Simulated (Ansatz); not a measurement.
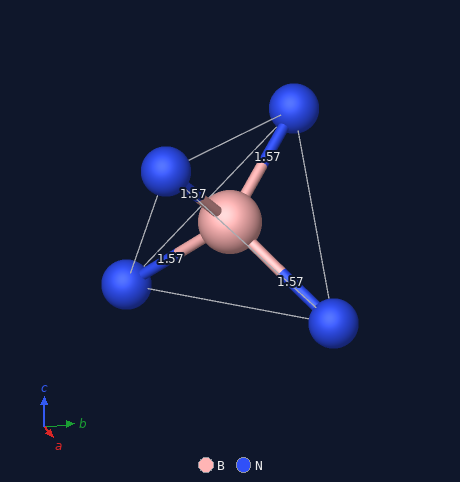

Coordination of B in BN (F-43m); bond lengths in Å. Shape measures S are computed against regular polyhedra or, for capped shapes, the nearer of the equal-edge and equal-bond forms. Source: the geometry relaxed with DFT, PBE, plane waves, PAW in Ansatz 0.2.0.

> What geometry does the central atom have?

BN4: an essentially ideal tetrahedron (coordination number 4, S = 0.00; next best see-saw, S = 9.8).

> Does the central atom sit at the centroid of its ligands?

Yes, to within 0.01 Å; the site symmetry is -43m.
